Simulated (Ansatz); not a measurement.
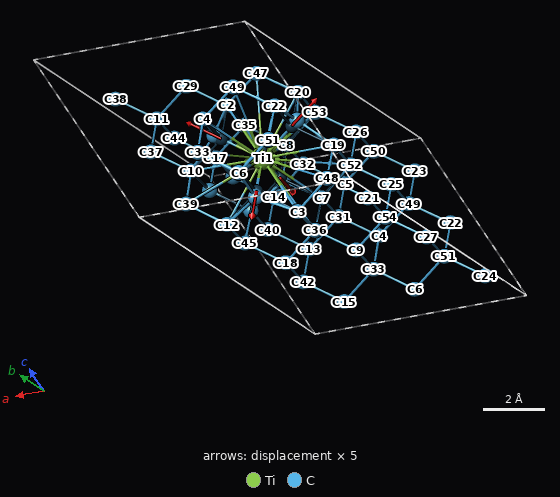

This is a relaxation of a defect cell of composition TiC$_{53}$. The starting structure is drawn faded, the final one solid; red arrows show the displacements, magnified 5 times.

Style: ball-and-stick. Shown: the cell of the calculation (origin shifted), from a free direction.

Computed with DFT, PBE, plane-wave PAW, default files, scalar-relativistic (Ansatz). Settings: plane-wave cutoff 420 eV; k-point mesh 3 × 3 × 3; occupations fermi dirac; smearing width 0.01 eV; no spin polarisation; atoms relaxed in a fixed cell; force threshold 0.03 eV/Å; at most 40 steps.

Which element moves most?

Answer. Carbon: up to 0.28 Å, against 0.00 Å for titanium.

What did the optimiser do to the structure, and how much energy did it gain?

Answer. The largest moves, 0.28 Å, are those of C atoms. Ti stays in place. The cell doesn't change. Some distances before and after: C–Ti 1.544 → 1.823 Å, C–C 1.544 → 1.487 Å, C–Ti 2.522 → 2.552 Å, C–C 1.544 → 1.553 Å. Bond angles that change, for instance: Ti–C–C 109.5° → 100.4°, C–C–C 109.5° → 100.5°, C–C–C 109.5° → 116.8°. The energy falls by 10.227 eV per cell of the calculation in 4 geometry steps. Largest force component: 12 eV/Å at the start, 0.002 eV/Å at the end. The run took 70 s on 1 thread of Intel(R) Xeon(R) Platinum 8488C (Sapphire Rapids) (shared host), peak memory 0.85 GiB.

Limits of the set-up: the periodic images lie only 7.6 Å apart, so the values are limited by the cell's size.
